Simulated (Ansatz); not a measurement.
System: Si$_{9}$N$_{8}$O$_{6}$ (amorphous cell).

```
Si N O
1.0
     6.82654   -0.09496   -0.32260
    -0.08703    6.88244   -0.51075
    -0.31836   -0.52342    6.18117
Si N O
9 8 6
Direct
  0.75041 0.39769 0.68257
  0.20927 0.49195 0.70327
  0.05565 0.08498 0.65487
  0.59264 0.62819 0.93726
  0.26557 0.47783 0.21860
  0.50805 0.76531 0.54541
  0.45629 0.20203 0.47545
  0.90351 0.64078 0.38659
  0.87472 0.95444 0.20211
  0.14655 0.94852 0.87240
  0.34359 0.55943 0.97948
  0.76919 0.72643 0.13842
  0.96501 0.53136 0.63395
  0.24947 0.23812 0.63028
  0.31262 0.60293 0.49810
  0.98581 0.89731 0.45125
  0.09854 0.92368 0.03963
  0.02451 0.48006 0.20689
  0.48851 0.96058 0.42878
  0.37139 0.26482 0.23351
  0.56282 0.82499 0.80798
  0.87512 0.20153 0.76377
  0.66784 0.60516 0.45044
```

Computed with DFT PBE, scalar-relativistic, plane waves, PAW in Ansatz.

Predict the valence pseudo-density and electron localisation function between the atoms.

N–N (1.16 Å): the density is about 3.9 e/Å³ at the midpoint; the ELF peaks at about 0.85 between the atoms (inside overlapping PAW spheres, so only a guide) (a short, multiple covalent bond).
Si–O (1.62 Å): ρ is about 1.3 e/Å³ halfway; the ELF peaks at about 0.85 between the atoms: a polar covalent bond.
Si–N (1.69 Å): the density is about 1.2 e/Å³ at the midpoint; the ELF peaks at about 0.90 between the atoms: a shared but strongly polarised pair.

Does the calculation give a band gap?

It is gapped, with a Kohn–Sham gap of 0.86 eV on the k-point mesh (the band edges may lie off the mesh, which would make the gap smaller).

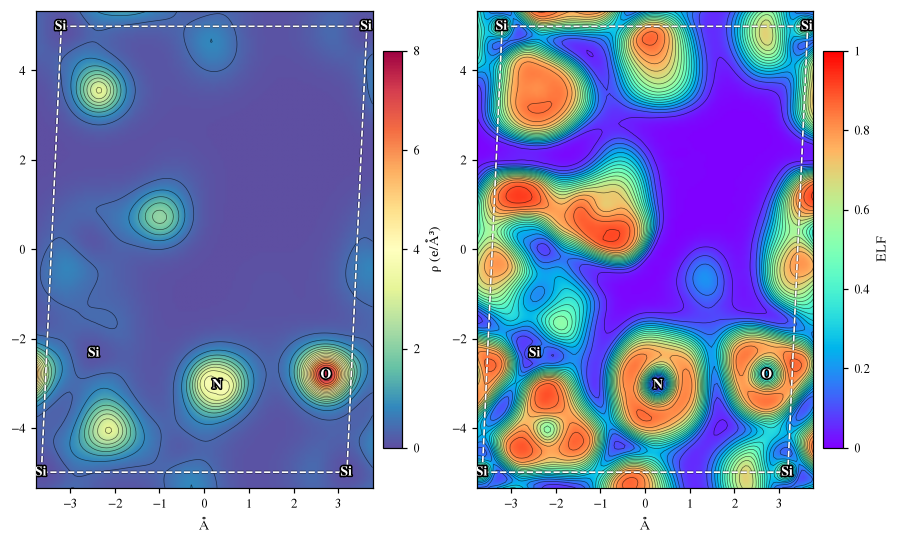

Computed valence pseudo-density and electron localisation function on the (011) plane of the calculation cell, in this order. Atoms just off the plane (Si, 0.3 Å away, N, 0.4 Å away and O, 0.5 Å away) can leave unmarked features too.

In a PAW calculation such maps are meaningful between the atoms, not at the nuclei.
